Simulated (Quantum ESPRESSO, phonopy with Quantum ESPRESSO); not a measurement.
# SiC (P6_3mc): a volume series of phonon spectra, part 8 of 9

Which modes of SiC drive its thermal expansion?

Quantum ESPRESSO 7.5; DFT LDA, scalar-relativistic, plane waves, GBRV ultrasoft pseudopotentials.

So far. Step 23 (Lattice dynamics at this volume, V/V0 1.03): The time given is that of the 4 pw.x runs on displaced cells behind this step. Step 24 (Relaxing at fixed volume, V/V0 0.97): After the last step pw.x solved the final cell once more on a basis chosen for it, which moves the energy without moving the atoms.

**25. Self-consistent run, V/V0 0.97**

A tight ground state at this cell gives the energy of this member; its pressure is the stress at this cutoff, which can carry an offset from the finite basis.

Contents of scf.in:

```
 &control
    calculation='scf',
    prefix='x',
    outdir='./tmp',
    pseudo_dir='./pseudo',
    tprnfor=.true.,
    tstress=.true.,
 /
 &system
    ibrav=0,
    nat=4,
    ntyp=2,
    ecutwfc=45.0,
    ecutrho=270.0,
    occupations='fixed',
    nbnd=10,
 /
 &electrons
    conv_thr=1.0d-12,
    mixing_beta=0.7,
    electron_maxstep=100,
 /
ATOMIC_SPECIES
 Si     28.0850  Si.upf
 C      12.0110  C.upf
CELL_PARAMETERS angstrom
     3.025228246    0.000000000    0.000000000
    -1.512614123    2.619924514    0.000000000
     0.000000000    0.000000000    4.963774065
ATOMIC_POSITIONS crystal
 Si     0.333333333   0.666666667   0.004614307
 Si     0.666666667   0.333333333   0.504614307
 C      0.333333333   0.666666667   0.380385693
 C      0.666666667   0.333333333   0.880385693
K_POINTS automatic
 12 12 6 0 0 0
```

Run with:

```
$ OMP_NUM_THREADS=1 mpirun -n 8 pw.x -nk 8 -in scf.in > scf.out
```

Output:

```text
[banner, memory and clock lines left out]
Program PWSCF v.7.5

     Message from routine setup:
     using ibrav=0 with symmetry is DISCOURAGED, use correct ibrav instead

     G-vector sticks info

     bravais-lattice index     =            0
     lattice parameter (alat)  =       5.7169  a.u.
     unit-cell volume          =     265.4945 (a.u.)^3
     number of atoms/cell      =            4
     number of atomic types    =            2
     number of electrons       =        16.00
[...]
atom    4 type  2   force =    -0.00000000    0.00000000    0.00001244

     Total force =     0.000025     Total SCF correction =     0.000000

     Computing stress (Cartesian axis) and pressure

          total   stress  (Ry/bohr**3)                   (kbar)     P=       74.12
   0.00050396  -0.00000000   0.00000000           74.14       -0.00        0.00
  -0.00000000   0.00050396   0.00000000           -0.00       74.14        0.00
   0.00000000   0.00000000   0.00050373            0.00        0.00       74.10

     XML data file, charge density, pseudopotentials, collected wavefunctions
[key lines of the parts left out:]
!    total energy              =     -42.39826032 Ry
convergence has been achieved in  11 iterations
```

Run time: 3.7 s. Hardware: 8 MPI ranks of Arm Neoverse V2, shared host.

The run ends at a pressure of 7.41 GPa, with forces up to 3.2e-4 eV/Å.

**26. Born charges and dielectric tensor**

In a polar crystal the Born charges and ε∞ give the long-range dipole term that a finite supercell misses. They are those of this k-mesh and were not tested on a denser one; where the gap is small they converge slowly, and the LO modes with them.

Contents of ph.in:

```
phonons
 &inputph
    prefix='x',
    outdir='./tmp',
    fildyn='x.dyn',
    tr2_ph=1.0d-18,
    epsil=.true.,
 /
0.000000000 0.000000000 0.000000000
```

scf.in is that of step 25.

Run with:

```
$ OMP_NUM_THREADS=1 mpirun -n 8 ph.x -nk 8 -in ph.in > ph.out
```

Output:

```text
[banner, memory and clock lines left out]
Program PHONON v.7.5

     ./tmp/x.save/

     IMPORTANT: XC functional enforced from input :
     Exchange-correlation= PZ
                           (   1   1   0   0   0   0   0)
     Any further DFT definition will be discarded
     Please, verify this is what you really want

     G-vector sticks info

     Reading collected, re-writing distributed wavefunctions in ./tmp/

     Number and degeneracy of irreps per q-point
       N         xq(1)         xq(2)         xq(3)   N irreps
[...]
**************************************************************************

     Mode symmetry, C_6v (6mm)  point group:

     freq (   1-   1) =         -7.9  [cm-1]   --> A_1             I+R
     freq (   2-   3) =         -7.1  [cm-1]   --> E_1             I+R
     freq (   4-   5) =        256.7  [cm-1]   --> E_2             R
     freq (   6-   6) =        616.0  [cm-1]   --> B_1
     freq (   7-   7) =        799.4  [cm-1]   --> A_1             I+R
     freq (   8-   9) =        800.1  [cm-1]   --> E_2             R
     freq (  10-  11) =        830.0  [cm-1]   --> E_1             I+R
     freq (  12-  12) =        871.7  [cm-1]   --> B_1
```

The job ended after 82 s (8 MPI ranks; 11 min of CPU time).

The Born charges sum to zero within 0.0037 e; the rest is removed before use. Acoustic frequencies in this log differ from zero by the error of the sum rule, which ph.x does not impose.

**27. Forces on a displaced cell**

One atom (for the harmonic constants) or a pair of atoms (for the cubic ones) is moved by a few hundredths of an ångström; the forces on all atoms give a column of force constants. The threshold is tight because the forces are small.

System of this step: SiC. The cell holds 32 atoms: 16 Si and 16 C. Cell: a = 6.050 Å, b = 6.050 Å, c = 9.928 Å, α = 90.0°, β = 90.0°, γ = 120.0°. It derives from SiC, repeated 2×2×2.

Contents of disp-00001.in:

```
 &control
    calculation='scf',
    prefix='x',
    outdir='./tmp',
    pseudo_dir='./pseudo',
    tprnfor=.true.,
    disk_io='none',
 /
 &system
    ibrav=0,
    nat=32,
    ntyp=2,
    ecutwfc=45.0,
    ecutrho=270.0,
    occupations='fixed',
    nbnd=66,
 /
 &electrons
    conv_thr=1.0d-11,
    mixing_beta=0.7,
    electron_maxstep=100,
 /
ATOMIC_SPECIES
 Si     28.0850  Si.upf
 C      12.0110  C.upf
CELL_PARAMETERS angstrom
     6.050456493    0.000000000    0.000000000
    -3.025228246    5.239849027    0.000000000
     0.000000000    0.000000000    9.927548130
ATOMIC_POSITIONS crystal
 Si     0.168386947   0.333333333   0.004027434
 Si     0.666666667   0.333333333   0.002307154
 Si     0.166666667   0.833333333   0.002307154
 Si     0.666666667   0.833333333   0.002307154
 Si     0.166666667   0.333333333   0.502307154
 Si     0.666666667   0.333333333   0.502307154
 Si     0.166666667   0.833333333   0.502307154
 Si     0.666666667   0.833333333   0.502307154
 Si     0.333333333   0.166666667   0.252307154
 Si     0.833333333   0.166666667   0.252307154
 Si     0.333333333   0.666666667   0.252307154
 Si     0.833333333   0.666666667   0.252307154
 Si     0.333333333   0.166666667   0.752307154
 Si     0.833333333   0.166666667   0.752307154
 Si     0.333333333   0.666666667   0.752307154
 Si     0.833333333   0.666666667   0.752307154
 C      0.166666667   0.333333333   0.190192846
 C      0.666666667   0.333333333   0.190192846
 C      0.166666667   0.833333333   0.190192846
 C      0.666666667   0.833333333   0.190192846
 C      0.166666667   0.333333333   0.690192846
 C      0.666666667   0.333333333   0.690192846
 C      0.166666667   0.833333333   0.690192846
 C      0.666666667   0.833333333   0.690192846
 C      0.333333333   0.166666667   0.440192846
 C      0.833333333   0.166666667   0.440192846
 C      0.333333333   0.666666667   0.440192846
 C      0.833333333   0.666666667   0.440192846
 C      0.333333333   0.166666667   0.940192846
 C      0.833333333   0.166666667   0.940192846
 C      0.333333333   0.666666667   0.940192846
 C      0.833333333   0.666666667   0.940192846
K_POINTS automatic
 4 4 2 0 0 0
```

Run with:

```
$ OMP_NUM_THREADS=1 mpirun -n 2 pw.x -nk 2 -in disp-00001.in > disp-00001.out
```

Output:

```text
[banner, memory and clock lines left out]
Program PWSCF v.7.5

     G-vector sticks info

     bravais-lattice index     =            0
     lattice parameter (alat)  =      11.4337  a.u.
     unit-cell volume          =    2123.9560 (a.u.)^3
     number of atoms/cell      =           32
     number of atomic types    =            2
     number of electrons       =       128.00
     number of Kohn-Sham states=           66
     kinetic-energy cutoff     =      45.0000  Ry
[...]
atom    1 type  1   force =    -0.01115318    0.00011828   -0.01851594
     atom    2 type  1   force =     0.00229555   -0.00070696   -0.00128468
     atom    3 type  1   force =     0.00071641   -0.00091109   -0.00091201
[...]
atom   31 type  2   force =     0.00089219   -0.00222539    0.00276441
     atom   32 type  2   force =    -0.00011190    0.00000075    0.00039545

     Total force =     0.025123     Total SCF correction =     0.000005
     Message from routine punch:
     Nothing written, as per user request (disk_io='none')
[key lines of the parts left out:]
!    total energy              =    -339.18526127 Ry
convergence has been achieved in  17 iterations
```

Run time: 7 min. Hardware: 2 MPI ranks; 14 min of CPU time.

**28. Phonons, V/V0 0.97**

This step: DFT LDA, scalar-relativistic, plane waves, GBRV ultrasoft pseudopotentials (phonopy with Quantum ESPRESSO 4.10.0 / 7.5).

It took 7.2 min on 8 threads.

Phonopy, LO-TO term from ph.x's tensors. Phonon branches along the path, in cm⁻¹:

```csv
point,branch 1,branch 2,branch 3,branch 4,branch 9,branch 10,branch 11,branch 12
Γ,-1,0,1,256,800,830,872,1006
M,257,346,362,445,811,820,882,893
K,392,392,416,488,852,854,854,854
Γ,-1,0,1,256,800,830,872,1006
A,194,194,194,194,814,814,948,948
L,323,323,324,324,821,821,868,868
H,290,290,477,477,825,825,843,843
A,194,194,194,194,814,814,948,948
jump to L,323,323,324,324,821,821,868,868
M,257,346,362,445,811,820,882,893
jump to H,290,290,477,477,825,825,843,843
K,392,392,416,488,852,854,854,854
```

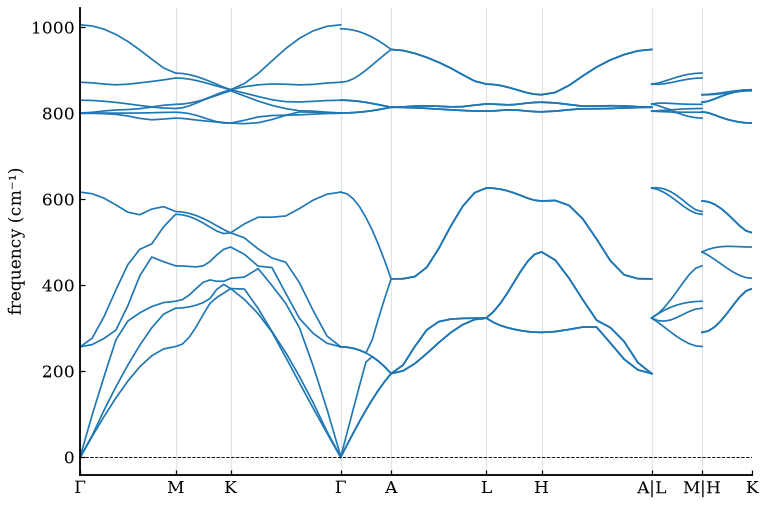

Phonon branches along the path.

No mode is imaginary beyond numerical noise along the path. The highest zone-centre mode (no LO–TO term) moved by +3.6 % for a volume change of -3.0 %.

The time given is that of the 4 pw.x runs on displaced cells behind this step.

**29. Relaxing at fixed volume, V/V0 1.045**

Each volume of the series is relaxed in shape and positions, since modes respond to internal strain as well.

This step: DFT LDA, scalar-relativistic, plane waves, GBRV ultrasoft pseudopotentials (Quantum ESPRESSO 7.5).

System of this step: SiC. The structure is hexagonal, space group P6_3mc (No. 186). The conventional cell has a = 3.101 Å, b = 3.101 Å, c = 5.089 Å, α = 90.00°, β = 90.00°, γ = 120.00°. Nearest to Si lie 4 C at 1.90 to 1.91 Å. C has 4 Si at 1.90 to 1.91 Å nearest. Farther neighbours are not listed.

Contents of relax.in:

```
 &control
    calculation='vc-relax',
    prefix='x',
    outdir='./tmp',
    pseudo_dir='./pseudo',
    tprnfor=.true.,
    tstress=.true.,
    forc_conv_thr=2.0d-05,
    etot_conv_thr=1.0d-07,
    nstep=40,
 /
 &system
    ibrav=0,
    nat=4,
    ntyp=2,
    ecutwfc=45.0,
    ecutrho=270.0,
    occupations='fixed',
    nbnd=10,
 /
 &electrons
    conv_thr=1.0d-11,
    mixing_beta=0.7,
    electron_maxstep=100,
 /
 &ions
 /
 &cell
    press_conv_thr=0.1,
    cell_dofree='shape',
 /
ATOMIC_SPECIES
 Si     28.0850  Si.upf
 C      12.0110  C.upf
CELL_PARAMETERS angstrom
     3.101024319    0.000000000    0.000000000
    -1.550512159    2.685565838    0.000000000
     0.000000000    0.000000000    5.089352254
ATOMIC_POSITIONS crystal
 Si     0.333333333   0.666666667   0.004600052
 Si     0.666666667   0.333333333   0.504600052
 C      0.333333333   0.666666667   0.380399948
 C      0.666666667   0.333333333   0.880399948
K_POINTS automatic
 12 12 6 0 0 0
```

Run with:

```
$ OMP_NUM_THREADS=1 mpirun -n 8 pw.x -nk 8 -in relax.in > relax.out
```

Output:

```text
[banner, memory and clock lines left out]
Program PWSCF v.7.5

     Message from routine setup:
     using ibrav=0 with symmetry is DISCOURAGED, use correct ibrav instead

     G-vector sticks info

     bravais-lattice index     =            0
     lattice parameter (alat)  =       5.8601  a.u.
     unit-cell volume          =     286.0224 (a.u.)^3
     number of atoms/cell      =            4
     number of atomic types    =            2
     number of electrons       =        16.00
[...]
atom    4 type  2   force =     0.00000000    0.00000000   -0.00000151

     Total force =     0.000003     Total SCF correction =     0.000000

     Computing stress (Cartesian axis) and pressure

          total   stress  (Ry/bohr**3)                   (kbar)     P=      -93.06
[...]
0.00000000  -0.00063265  -0.00000000            0.00      -93.07       -0.00
  -0.00000000  -0.00000000  -0.00063259           -0.00       -0.00      -93.06

     XML data file, charge density, pseudopotentials, collected wavefunctions
[key lines of the parts left out:]
!    total energy              =     -42.39641842 Ry
convergence has been achieved in  16 iterations
```

It took 11 s on 8 MPI ranks.

After the last step pw.x solved the final cell once more on a basis chosen for it, which moves the energy without moving the atoms.

**30. Self-consistent run, V/V0 1.045**

A tight ground state at this cell gives the energy of this member; its pressure is the stress at this cutoff, which can carry an offset from the finite basis.

Contents of scf.in:

```
 &control
    calculation='scf',
    prefix='x',
    outdir='./tmp',
    pseudo_dir='./pseudo',
    tprnfor=.true.,
    tstress=.true.,
 /
 &system
    ibrav=0,
    nat=4,
    ntyp=2,
    ecutwfc=45.0,
    ecutrho=270.0,
    occupations='fixed',
    nbnd=10,
 /
 &electrons
    conv_thr=1.0d-12,
    mixing_beta=0.7,
    electron_maxstep=100,
 /
ATOMIC_SPECIES
 Si     28.0850  Si.upf
 C      12.0110  C.upf
CELL_PARAMETERS angstrom
     3.100651646    0.000000000    0.000000000
    -1.550325822    2.685243094    0.000000000
     0.000000000    0.000000000    5.090575726
ATOMIC_POSITIONS crystal
 Si     0.333333333   0.666666667   0.004567922
 Si     0.666666667   0.333333333   0.504567922
 C      0.333333333   0.666666667   0.380432078
 C      0.666666667   0.333333333   0.880432078
K_POINTS automatic
 12 12 6 0 0 0
```

Run with:

```
$ OMP_NUM_THREADS=1 mpirun -n 8 pw.x -nk 8 -in scf.in > scf.out
```

Output:

```text
[banner, memory and clock lines left out]
Program PWSCF v.7.5

     Message from routine setup:
     using ibrav=0 with symmetry is DISCOURAGED, use correct ibrav instead

     G-vector sticks info

     bravais-lattice index     =            0
     lattice parameter (alat)  =       5.8594  a.u.
     unit-cell volume          =     286.0224 (a.u.)^3
     number of atoms/cell      =            4
     number of atomic types    =            2
     number of electrons       =        16.00
[...]
atom    4 type  2   force =     0.00000000    0.00000000   -0.00000151

     Total force =     0.000003     Total SCF correction =     0.000000

     Computing stress (Cartesian axis) and pressure

          total   stress  (Ry/bohr**3)                   (kbar)     P=      -93.06
  -0.00063264   0.00000000   0.00000000          -93.07        0.00        0.00
   0.00000000  -0.00063264   0.00000000            0.00      -93.07        0.00
   0.00000000   0.00000000  -0.00063259            0.00        0.00      -93.06

     XML data file, charge density, pseudopotentials, collected wavefunctions
[key lines of the parts left out:]
!    total energy              =     -42.39641842 Ry
convergence has been achieved in  12 iterations
```

Elapsed: 4.1 s, on 8 MPI ranks; 32 s of CPU time.

The run ends at a pressure of -9.31 GPa.

**31. Born charges and dielectric tensor**

In a polar crystal the Born charges and ε∞ give the long-range dipole term that a finite supercell misses. They are those of this k-mesh and were not tested on a denser one; where the gap is small they converge slowly, and the LO modes with them.

ph.in is that of step 26.

scf.in is that of step 30.

Run with:

```
$ OMP_NUM_THREADS=1 mpirun -n 8 ph.x -nk 8 -in ph.in > ph.out
```

Output:

```text
[banner, memory and clock lines left out]
Program PHONON v.7.5

     ./tmp/x.save/

     IMPORTANT: XC functional enforced from input :
     Exchange-correlation= PZ
                           (   1   1   0   0   0   0   0)
     Any further DFT definition will be discarded
     Please, verify this is what you really want

     G-vector sticks info

     Reading collected, re-writing distributed wavefunctions in ./tmp/

     Number and degeneracy of irreps per q-point
       N         xq(1)         xq(2)         xq(3)   N irreps
[...]
**************************************************************************

     Mode symmetry, C_6v (6mm)  point group:

     freq (   1-   2) =         -6.9  [cm-1]   --> E_1             I+R
     freq (   3-   3) =         -6.0  [cm-1]   --> A_1             I+R
     freq (   4-   5) =        259.1  [cm-1]   --> E_2             R
     freq (   6-   6) =        573.9  [cm-1]   --> B_1
     freq (   7-   8) =        724.3  [cm-1]   --> E_2             R
     freq (   9-   9) =        733.7  [cm-1]   --> A_1             I+R
     freq (  10-  11) =        762.7  [cm-1]   --> E_1             I+R
     freq (  12-  12) =        800.1  [cm-1]   --> B_1
```

It took 83 s on 8 MPI ranks.

The Born charges sum to zero within 0.0037 e; the rest is removed before use. Acoustic frequencies in this log differ from zero by the error of the sum rule, which ph.x does not impose.

**32. Forces on a displaced cell**

One atom (for the harmonic constants) or a pair of atoms (for the cubic ones) is moved by a few hundredths of an ångström; the forces on all atoms give a column of force constants. The threshold is tight because the forces are small.

System of this step: SiC. The cell holds 32 atoms: 16 Si and 16 C. Cell: a = 6.201 Å, b = 6.201 Å, c = 10.181 Å, α = 90.0°, β = 90.0°, γ = 120.0°. It derives from SiC, repeated 2×2×2.

Contents of disp-00001.in:

```
 &control
    calculation='scf',
    prefix='x',
    outdir='./tmp',
    pseudo_dir='./pseudo',
    tprnfor=.true.,
    disk_io='none',
 /
 &system
    ibrav=0,
    nat=32,
    ntyp=2,
    ecutwfc=45.0,
    ecutrho=270.0,
    occupations='fixed',
    nbnd=66,
 /
 &electrons
    conv_thr=1.0d-11,
    mixing_beta=0.7,
    electron_maxstep=100,
 /
ATOMIC_SPECIES
 Si     28.0850  Si.upf
 C      12.0110  C.upf
CELL_PARAMETERS angstrom
     6.201303291    0.000000000    0.000000000
    -3.100651645    5.370486187    0.000000000
     0.000000000    0.000000000   10.181151452
ATOMIC_POSITIONS crystal
 Si     0.168344368   0.333333333   0.003961662
 Si     0.666666667   0.333333333   0.002283961
 Si     0.166666667   0.833333333   0.002283961
 Si     0.666666667   0.833333333   0.002283961
 Si     0.166666667   0.333333333   0.502283961
 Si     0.666666667   0.333333333   0.502283961
 Si     0.166666667   0.833333333   0.502283961
 Si     0.666666667   0.833333333   0.502283961
 Si     0.333333333   0.166666667   0.252283961
 Si     0.833333333   0.166666667   0.252283961
 Si     0.333333333   0.666666667   0.252283961
 Si     0.833333333   0.666666667   0.252283961
 Si     0.333333333   0.166666667   0.752283961
 Si     0.833333333   0.166666667   0.752283961
 Si     0.333333333   0.666666667   0.752283961
 Si     0.833333333   0.666666667   0.752283961
 C      0.166666667   0.333333333   0.190216039
 C      0.666666667   0.333333333   0.190216039
 C      0.166666667   0.833333333   0.190216039
 C      0.666666667   0.833333333   0.190216039
 C      0.166666667   0.333333333   0.690216039
 C      0.666666667   0.333333333   0.690216039
 C      0.166666667   0.833333333   0.690216039
 C      0.666666667   0.833333333   0.690216039
 C      0.333333333   0.166666667   0.440216039
 C      0.833333333   0.166666667   0.440216039
 C      0.333333333   0.666666667   0.440216039
 C      0.833333333   0.666666667   0.440216039
 C      0.333333333   0.166666667   0.940216039
 C      0.833333333   0.166666667   0.940216039
 C      0.333333333   0.666666667   0.940216039
 C      0.833333333   0.666666667   0.940216039
K_POINTS automatic
 4 4 2 0 0 0
```

Run with:

```
$ OMP_NUM_THREADS=1 mpirun -n 2 pw.x -nk 2 -in disp-00001.in > disp-00001.out
```

Output:

```text
[banner, memory and clock lines left out]
Program PWSCF v.7.5

     G-vector sticks info

     bravais-lattice index     =            0
     lattice parameter (alat)  =      11.7188  a.u.
     unit-cell volume          =    2288.1794 (a.u.)^3
     number of atoms/cell      =           32
     number of atomic types    =            2
     number of electrons       =       128.00
     number of Kohn-Sham states=           66
     kinetic-energy cutoff     =      45.0000  Ry
[...]
atom    1 type  1   force =    -0.00955708    0.00009373   -0.01580322
     atom    2 type  1   force =     0.00207929   -0.00069646   -0.00113907
     atom    3 type  1   force =     0.00068072   -0.00080713   -0.00077209
[...]
atom   31 type  2   force =     0.00096262   -0.00158173    0.00257038
     atom   32 type  2   force =    -0.00011212    0.00000071    0.00034119

     Total force =     0.021236     Total SCF correction =     0.000001
     Message from routine punch:
     Nothing written, as per user request (disk_io='none')
[key lines of the parts left out:]
!    total energy              =    -339.17058903 Ry
convergence has been achieved in  19 iterations
```

Run time: 8.8 min. Hardware: 2 MPI ranks; 18 min of CPU time.

(Part 8 of 9 ends here.)

[Logs are printed without paths, hosts, clocks, repeated set-up lines and the standing remarks that a program may print on its own settings, such as how far it seeks lower states.]

[Hosts, paths, dates, database ids (printed as entryN), source tags and the programs' standing remarks are cut or masked in the printed files.]

[A step with changed settings may run another functional than the one named; its input shows which.]

[Of the runs on displaced cells, only some may be shown.]
